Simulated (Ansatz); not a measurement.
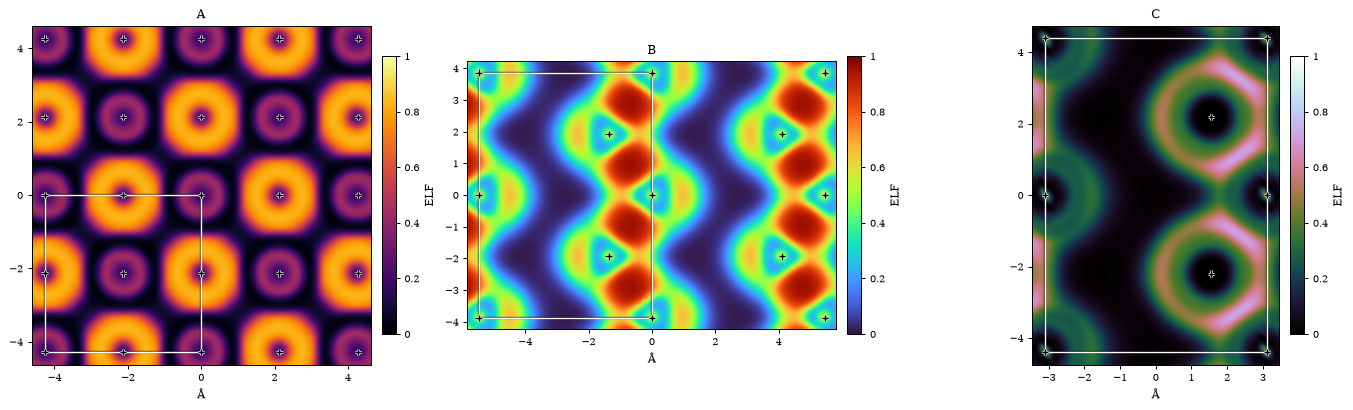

The electron localisation function of 3 systems, each on a plane through atoms (crosses mark nuclei in the plane).

Theory: DFT PBE, scalar-relativistic, plane waves, PAW (Ansatz).

System 1: GaSb, the (011) plane of the conventional cell. Space group F-43m.

```
CELL_PARAMETERS angstrom
6.21384 0.00000 0.00000
0.00000 0.00000 -6.21384
0.00000 6.21384 0.00000
ATOMIC_POSITIONS crystal
Ga 0.50000 0.50000 0.00000
Ga 0.00000 0.50000 0.50000
Ga 0.00000 0.00000 0.00000
Ga 0.50000 0.00000 0.50000
Sb 0.75000 0.75000 0.25000
Sb 0.25000 0.75000 0.75000
Sb 0.25000 0.25000 0.25000
Sb 0.75000 0.25000 0.75000
```

System 2: MgO, the (001) plane of the conventional cell. Space group Fm-3m.

```yaml
crystal:
  lattice:
    - [4.27030, 0.00000, 0.00000]
    - [0.00000, 4.27030, 0.00000]
    - [0.00000, 0.00000, 4.27030]
  atoms:
    - { symbol: Mg, position: [0.00000, 0.00000, 0.00000] }
    - { symbol: Mg, position: [0.50000, 0.50000, 0.00000] }
    - { symbol: Mg, position: [0.50000, 0.00000, 0.50000] }
    - { symbol: Mg, position: [0.00000, 0.50000, 0.50000] }
    - { symbol: O, position: [0.50000, 0.00000, 0.00000] }
    - { symbol: O, position: [0.00000, 0.50000, 0.00000] }
    - { symbol: O, position: [0.00000, 0.00000, 0.50000] }
    - { symbol: O, position: [0.50000, 0.50000, 0.50000] }
```

System 3: Si, the (110) plane of the conventional cell. Space group Fd-3m.

```
CELL_PARAMETERS angstrom
5.46976 0.00000 0.00000
0.00000 5.46976 0.00000
0.00000 0.00000 5.46976
ATOMIC_POSITIONS crystal
Si 0.00000 0.00000 0.00000
Si 0.50000 0.50000 0.00000
Si 0.50000 0.00000 0.50000
Si 0.00000 0.50000 0.50000
Si 0.25000 0.25000 0.25000
Si 0.75000 0.75000 0.25000
Si 0.75000 0.25000 0.75000
Si 0.25000 0.75000 0.75000
```

**Match each panel to its system.**

Panel A is system 2, MgO: the plane holds Mg and O. Mg–O (2.14 Å): the ELF peaks at about 0.85 in the valence shell of O, 0.6 Å from its nucleus, and is about 0.35 at the midpoint: a largely ionic contact. Panel B is system 3, Si: the plane holds Si. Si–Si (2.37 Å): the ELF peaks at about 0.95 between the atoms; a covalent bond. Panel C is system 1, GaSb: the plane holds Ga and Sb. Ga–Sb (2.69 Å): the ELF peaks at about 0.70 between the atoms.
